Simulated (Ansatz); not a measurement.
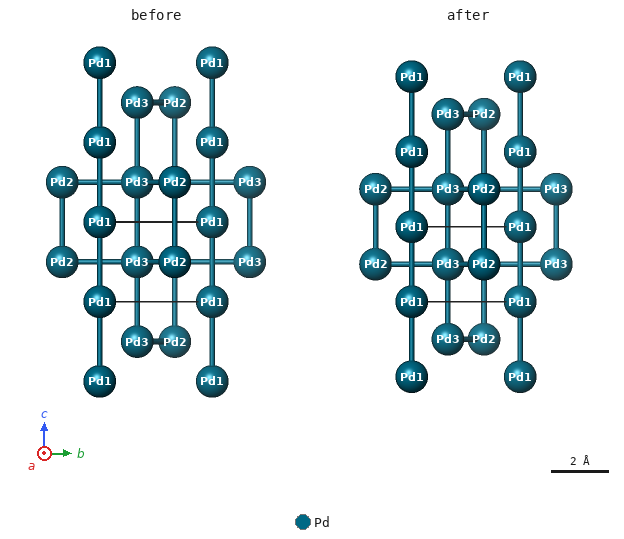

The structure of solid Pd (built on the omega_191 type) (coarse preliminary run) before (left) and after (right) a relaxation, at one scale.

Style: ball-and-stick. Shown: the cell of the calculation, repeated 1 × 1 × 2 with one cell outlined, along the a axis.

Case: omega type (P6/mmm, No. 191).

All numbers below come from DFT r2SCAN, scalar-relativistic, plane waves, PAW (Ansatz 0.2.0). Set-up: plane-wave cutoff 500 eV; k-point mesh 6 × 6 × 6; occupations gaussian; smearing width 0.1 eV; no spin polarisation; cell and atoms relaxed; force threshold 0.04 eV/Å; at most 70 steps.

What changed between the two?

The energy falls by 132 meV per atom in 3 accepted moves (4 points after the start). All forces vanish by symmetry, so only the cell relaxes. The pressure goes from −16.10 to −0.12 GPa. The SCF was repeated once at an unchanged geometry on a basis and grid sized afresh for the cell, which shifted the energy by 2.9 meV per atom at most. The atoms keep their places relative to the cell (all moves are under 0.005 Å). The volume changes by −12.5 %, with a = b 4.621 → 4.453 Å (−3.6 %), c 2.833 → 2.667 Å (−5.8 %). Near-neighbour distances that change, for instance: Pd1–Pd1 2.833 → 2.667 Å, Pd2–Pd3 2.668 → 2.571 Å. The space group stays P6/mmm (No. 191). The run took about 24 core-seconds on a shared host.

Limits of the set-up: the k-point mesh is coarse for a cell with partly filled bands.
